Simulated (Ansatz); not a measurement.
# Geometry relaxation of ZnS (part 2 of 2)

ZnS (F-43m, 2 atoms in the cell); DFT PBEsol, scalar-relativistic, plane waves, PAW, no spin polarisation (Ansatz 0.2.0); cutoff 420 eV, 10×10×10 k-mesh, Gaussian smearing of 0.02 eV. The structure derives from an entry of the Crystallography Open Database.

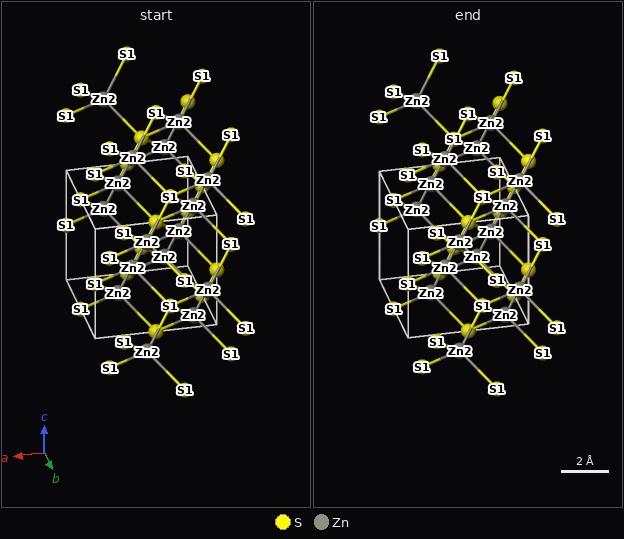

Before (left) and after (right) the relaxation, at one scale (ball-and-stick view of the cell 4 times as large as that of the calculation, set on its symmetry axes, repeated 1 × 2 × 2, seen at an oblique angle). Over 3 geometry steps the energy falls by 4.2 meV per atom. All forces vanish by symmetry, so only the cell relaxes. Pressure: −2.18 GPa at the start and 0.00 GPa at the end. The atoms keep their places relative to the cell (all moves are under 0.005 Å). The volume changes by −2.9 %, with a = b = c 5.409 → 5.357 Å (−1.0 %). Among the contacts that change: S1–Zn2 2.342 → 2.319 Å. The space group stays F-43m (No. 216). A last SCF at the same geometry on a re-selected plane-wave basis shifts the energy by +0.2 meV per atom. (Atoms are counted from 1 in the order of the input.)

```
basis re-selected at this cell: Δ(F+E_penalty+E_count) = +4.189e-4 eV, ΔP = -0.001 GPa vs the last step (what re-selecting the basis moved, of the pressure what is left beyond the Pulay correction that the steps carried, after the strain that the cell walked since its last selection, with what the two solves' SCF thresholds leave and, on support functions, any second-order correction that the steps lacked; it is no measure of the basis error at this ecutwfc). This SCF's stress stands 2.45e-3 GPa from its target on what of the cell is left free (relax.cell.stress_tol is 5.00e-2 GPa) and its largest allowed force component is 5.55e-17 eV/Å (relax.f_tol is 5.00e-3 eV/Å): within both
SCF converged after 6 iterations
Free energy (F): -4167.440480 eV
Harris-Foulkes:  -4167.440480 eV  (|F-HF|=1.82e-12)
Internal energy: -4167.440480 eV  (E = F + TS)
E sigma→0 (E₀):  -4167.440480 eV
Fermi energy:    7.078815 eV
--- Per-component energies (eV) ---
  E_band       = 7.294317
  E_kinetic    = 238.638754
  E_local      = -2024.356251  (includes V_loc(G=0)·N_el)
  E_nonlocal   = 643.841396
  E_hartree    = 845.199254
  E_xc         = -232.134394
  E_vxc        = -140.341424  (∫ρ·V_xc dr)
  E_paw        = -2374.998541  (= ΣΔE_a)
  E_vpaw       = -400.886305  (= ΣTr[D̂ρ^β])
  E_aug_tail   = -0.000370  (compensation charges beyond the density's cutoff)
  E_ewald      = -1264.489633
  E_core_change = 0.859304  (= ΣΔE_core)
  E_smearing   = -0.000000  (= −TS)
  E_closure    = -0.000000  (closes the sum)
  Σ components = -4167.440480   (vs F -4167.440480, Δ=0.00e0)
--- Forces (eV/Å), atoms counted from 1 ---
  atom   1  S      0.00000000     0.00000000    -0.00000000
  atom   2  Zn    -0.00000000     0.00000000     0.00000000
  max |Σ_I F_I| component: 4.16e-17 eV/Å
--- Stress (GPa, compression-positive) ---
       -0.002448       0.000000       0.000000
        0.000000      -0.002448       0.000000
        0.000000       0.000000      -0.002448
  P = ⅓ Tr σ = -0.0024 GPa (-0.024 kbar)
--- Band table (eV; the first three rows and the last of 47) ---
  k-point 0: bands = ["-7.3080", "-0.4480", "-0.4480", "-0.4480", "0.0832", "0.0832", "6.0360", "6.0360", "6.0360", "8.1215", "12.2881", "12.2881", "12.2881"]
  k-point 1: bands = ["-7.2276", "-0.4507", "-0.4334", "-0.4334", "0.0818", "0.0818", "5.2121", "5.9323", "5.9323", "8.7483", "12.2035", "12.4655", "12.4655"]
  k-point 2: bands = ["-7.0053", "-0.4397", "-0.3973", "-0.3973", "0.0815", "0.0815", "3.8078", "5.6818", "5.6818", "9.3849", "12.4679", "12.8154", "12.8154"]
  k-point 46: bands = ["-5.9701", "-0.3406", "-0.1435", "-0.0232", "0.0790", "0.4946", "1.2770", "3.1559", "3.2204", "11.1764", "11.7723", "14.3196", "14.4584"]
--- Relaxed structure (4 steps of the walk, 4 accepted, 1 SCFs on fresh bases) ---
  F+E_penalty+E_count = -4167.44048027 eV   max|allowed force component| = 5.551e-17 eV/Å   (the final SCF, on the basis selected at the relaxed cell)
  cell:  # Å, volume = 38.4227 Å³
    - [-7.6430580493433856e-34, -2.678259087994427, -2.678259087994427]
    - [2.678259087994427, -7.171736136300544e-33, -2.678259087994427]
    - [2.678259087994427, -2.678259087994427, -7.604842759096668e-33]
  atoms:
    - { symbol: S, position: [0.5, 0.5, 0.5] }
    - { symbol: Zn, position: [0.7500000000000001, 0.7500000000000001, 0.7499999999999997] }
```

## Trajectory as extended XYZ (Å, eV, eV/Å), 5 frames, from step=1 to step=5
```
2
Lattice="0.0000 -2.7046 -2.7046 2.7046 0.0000 -2.7046 2.7046 -2.7046 0.0000" Properties=species:S:1:pos:R:3:forces:R:3 step=1 energy=-4167.43246 pressure_GPa=-2.18
S     2.7046   -2.7046   -2.7046    0.0000   0.0000   0.0000
Zn    4.0570   -4.0570   -4.0570    0.0000   0.0000   0.0000
2
Lattice="0.0000 -2.6893 -2.6893 2.6893 0.0000 -2.6893 2.6893 -2.6893 0.0000" Properties=species:S:1:pos:R:3:forces:R:3 step=2 energy=-4167.43928 pressure_GPa=-0.95
S     2.6893   -2.6893   -2.6893    0.0000   0.0000   0.0000
Zn    4.0340   -4.0340   -4.0340    0.0000   0.0000   0.0000
2
Lattice="0.0000 -2.6777 -2.6777 2.6777 0.0000 -2.6777 2.6777 -2.6777 0.0000" Properties=species:S:1:pos:R:3:forces:R:3 step=3 energy=-4167.44091 pressure_GPa=0.05
S     2.6777   -2.6777   -2.6777    0.0000   0.0000   0.0000
Zn    4.0165   -4.0165   -4.0165    0.0000   0.0000   0.0000
2
Lattice="0.0000 -2.6783 -2.6783 2.6783 0.0000 -2.6783 2.6783 -2.6783 0.0000" Properties=species:S:1:pos:R:3:forces:R:3 step=4 energy=-4167.44090 pressure_GPa=-0.00
S     2.6783   -2.6783   -2.6783    0.0000   0.0000   0.0000
Zn    4.0174   -4.0174   -4.0174    0.0000   0.0000   0.0000
2
Lattice="0.0000 -2.6783 -2.6783 2.6783 0.0000 -2.6783 2.6783 -2.6783 0.0000" Properties=species:S:1:pos:R:3:forces:R:3 step=5 energy=-4167.44048 pressure_GPa=-0.00
S     2.6783   -2.6783   -2.6783    0.0000   0.0000   0.0000
Zn    4.0174   -4.0174   -4.0174    0.0000   0.0000   0.0000
```

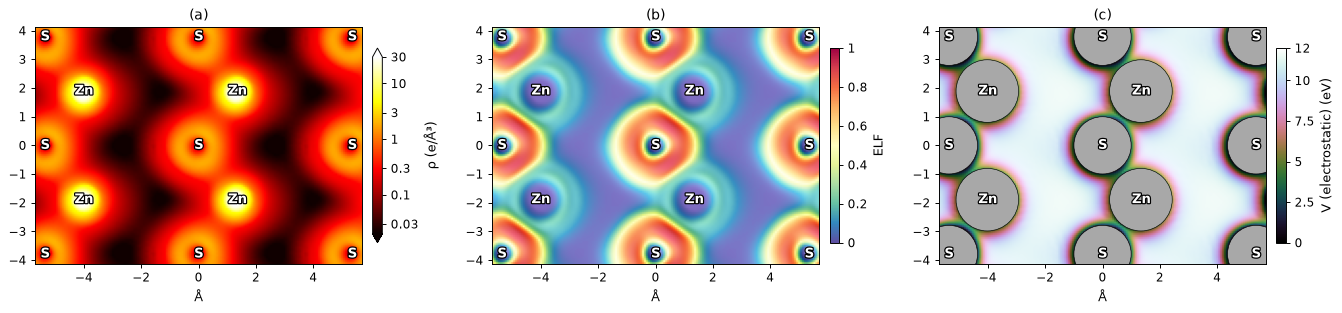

(a) valence pseudo-density; (b) ELF; (c) electrostatic potential energy of an electron on the (101) plane of the conventional cell. Grey discs, where drawn, cover atomic cores. The section cuts through S and Zn sites. Zn–S (2.32 Å): the density is about 0.53 e/Å³ at the midpoint; the ELF is about 0.55 at the midpoint. Away from the nuclei the density in this plane falls to 0.02 e/Å³ at its lowest. Outside the cores the potential energy rises away from the atoms and is highest about 2.3 Å from the nearest atoms; outside the discs it spans about 10 eV, and its zero is arbitrary. The fields are those of the smooth PAW valence density.

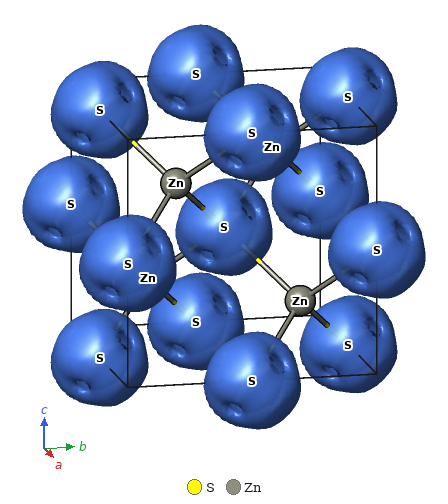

Isosurface of the ELF at 0.8 (blue), seen slightly off an axis. Core shells and regions of very low density are left out. Sticks mark near contacts. The outline is the cell set on symmetry axes. Along the contacts the grid gives the following. Zn–S (2.32 Å): the ELF is about 0.55 at the midpoint.

The run was set up as follows.

## Input
```yaml
crystal:
  lattice:
    - [0.0, -2.70465, -2.70465]
    - [2.70465, 0.0, -2.70465]
    - [2.70465, -2.70465, 0.0]
  atoms:
    - { symbol: S, position: [0.5, 0.5, 0.5] }
    - { symbol: Zn, position: [0.75, 0.75, 0.75] }
basis:
  ecutwfc: 420
kpoints:
  mp_grid: { grid: [10, 10, 10] }
hamiltonian:
  xc: pbesol
scf:
  occupations: { method: gaussian, width: 0.02 }
output:
  forces: true
  stress: true
  eigenvalues: true
  write_density: true
  write_potential: true
  elf: true
  volumetric_format: npy
relax:
  adjacent_minimum: "off"
  f_tol: 0.005
  max_steps: 80
  cell: { stress_tol: 0.05 }
```

Launched with:
```bash
ansatz run input.yaml --threads 2 --pin off --max-ram 5120MiB --backend cpu --events-out ev --progress --plain --runs-dir out
```

## Key numbers

| quantity | value |
| --- | --- |
| outcome | converged |
| space group (tolerance 0.01 Å) | F-43m (216) |
| electrons treated | 18 |
| free energy | −4167.4405 eV |
| Fermi energy | 7.079 eV |
| gap on the k-point mesh | 2.09 eV |
| pressure | 0.00 GPa |
| final volume | 38.42 Å³ |
| largest force (length of the vector) at the end | under 0.001 eV/Å |
| final cell | a = 3.788 Å, b = 3.788 Å, c = 3.788 Å, α = 60.00°, β = 60.00°, γ = 60.00° |
| hardware | 2 threads of AMD EPYC (Zen 5), 32 GiB of memory available, shared host |
| wall time | 2.7 s (CPU time 5 s) |
| peak memory | 0.41 GiB |
